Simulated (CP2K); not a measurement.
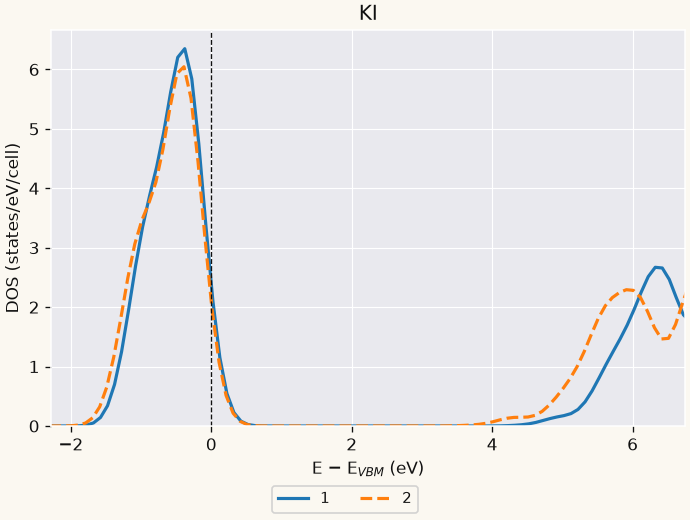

Total densities of states of rocksalt KI, space group Fm-3m, 2 atoms in the primitive cell (cubic a = 7.066 Å), by two methods on the same cell. The DOS curves are built from the levels of the k mesh with Gaussians 0.55 eV wide, which also blur the band edges; ripples of that width can come from the mesh. Each is counted from its own valence-band top.

Q: Which curve is which? The methods: TB-mBJ, PBEsol.

A: 1 is TB-mBJ; 2 is PBEsol. TB-mBJ gives a gap of 4.45 eV and PBEsol gives a gap of 3.75 eV.

Settings. TB-mBJ: POTENTIAL_UZH I GTH-PBE-q7, K GTH-PBE-q9; TZVP-MOLOPT-PBE-GTH basis, no spin polarisation, no spin-orbit coupling, 7×7×7 k mesh, Fermi-Dirac smearing of 0.1 eV (CP2K 2026.2). PBEsol: POTENTIAL_UZH I GTH-PBE-q7, K GTH-PBE-q9; TZVP-MOLOPT-PBE-GTH basis, no spin polarisation, no spin-orbit coupling, 7×7×7 k mesh, Fermi-Dirac smearing of 0.01 eV (CP2K).

Gaps are the smallest over all k points computed. The potentials were made for another functional. The basis of atomic orbitals isn't converged, which shifts gaps and empty levels. Spin-orbit coupling is left out, which matters for I. LDA, GGA and most meta-GGA functionals understate gaps. TB-mBJ: this is a model potential without an energy functional, so only levels have meaning.
